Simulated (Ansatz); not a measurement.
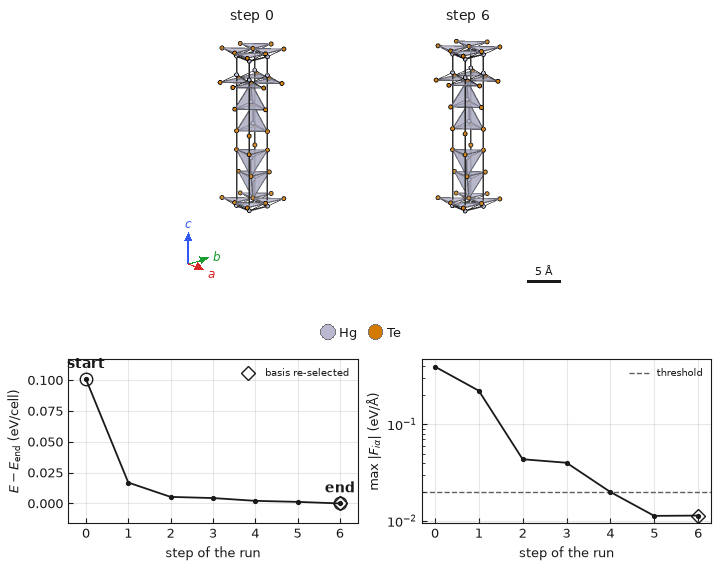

First and last geometry of a relaxation of an interface cell of composition HgTe, with the history of the run. A polyhedral model of the cell of the calculation, seen slightly off an axis.

Case: antiphase boundary on (1 1 1), species swapped.

The calculation used DFT PBE, scalar-relativistic, plane waves, PAW (Ansatz 0.2.0). (plane-wave cutoff 420 eV; k-point mesh 12 × 12 × 2; occupations gaussian; smearing width 0.1 eV; no spin polarisation; cell relaxed at fixed a, b, alpha, beta, gamma; force threshold 0.02 eV/Å; at most 45 steps)

Question: Did the run converge, and what did it change?

Answer: It converged. After 5 accepted moves (6 points after the start) the energy has fallen by 0.101 eV per cell of the calculation. The largest force component goes from 0.4 to 0.011 eV/Å. The pressure goes from 0.81 to 0.10 GPa. At 1 point the geometry stayed and the basis and grid were re-selected for the new cell (energy shift of 1.3 meV per cell of the calculation at most each time). The largest moves relative to the cell, 0.15 Å, are those of Te atoms. Largest moves by element: Te 0.15 Å, Hg 0.15 Å. The volume changes by +1.6 %, with a = b unchanged at 4.704 Å, c 23.046 → 23.406 Å (+1.6 %). Among the contacts that change: Te–Te 2.881 → 3.227 Å. Cost: 12 min on 2 threads of Arm Neoverse V1 (shared host), peak memory 1.8 GiB.
